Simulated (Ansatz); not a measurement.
Consider CsCl.

Input

```
crystal:
  lattice:
    - [3.8940003918, 0.0, 0.0]
    - [0.0, 3.8940003918, 0.0]
    - [0.0, 0.0, 3.8940003918]
  atoms:
    - { symbol: Cs, position: [0.0, 0.0, 0.0] }
    - { symbol: Cl, position: [0.5, 0.5, 0.5] }
kpoints:
  mp_grid: { grid: [6, 6, 6] }
  band_path:
    path: [[0.0, 0.0, 0.0], [0.0, 0.5, 0.0], [0.5, 0.5, 0.0], [0.5, 0.5, 0.5]]
    npoints: 1
hamiltonian:
  xc: pbe
scf:
  occupations: { method: fermi_dirac, width: 0.02 }
  n_extra_bands: 4
output:
  forces: true
  stress: true
  eigenvalues: true
  write_density: true
  write_potential: true
  elf: true
  volumetric_format: npy
```

Launched as:

```sh
ansatz run input.yaml --threads 4 --pin off --max-ram 5529MiB --backend cpu --events-out ev --progress --plain --runs-dir out
```

Below, planes, directions and counts refer to the conventional cell (a = 3.89 Å, b = 3.89 Å, c = 3.89 Å, α = 90.00°, β = 90.00°, γ = 90.00°).

Space group Pm-3m; a structure from a database of computed crystals, not necessarily the ambient phase; started from the database structure prototype, which need not be the ambient phase; changed on purpose from its base cell (hydrostatic strain -5.9%); computed pressure about 6 GPa in this cell.

Method: DFT, PBE, plane waves, PAW (Ansatz 0.2.0).

What will maps of the valence pseudo-density and electron localisation function show?

Cs–Cl (3.37 Å): ρ at the midpoint is about 0.1 e/Å³; the ELF is about 0.05 at the midpoint: a largely ionic contact.

Metal or insulator at this level of theory?

It is gapped, with a Kohn–Sham gap of 5.1 eV on the k-point mesh (the band edges may lie off the mesh, which would make the gap smaller).

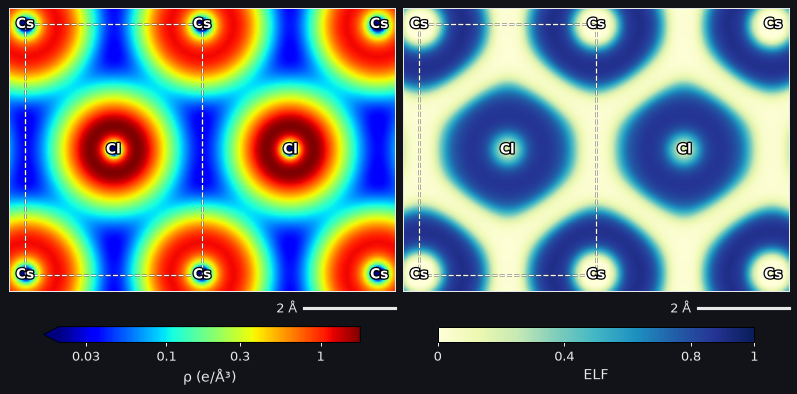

Computed valence pseudo-density and electron localisation function on the (011) plane of the conventional cell, in this order. 

The density is the valence pseudo-density of a PAW calculation; it isn't the true density close to the nuclei.
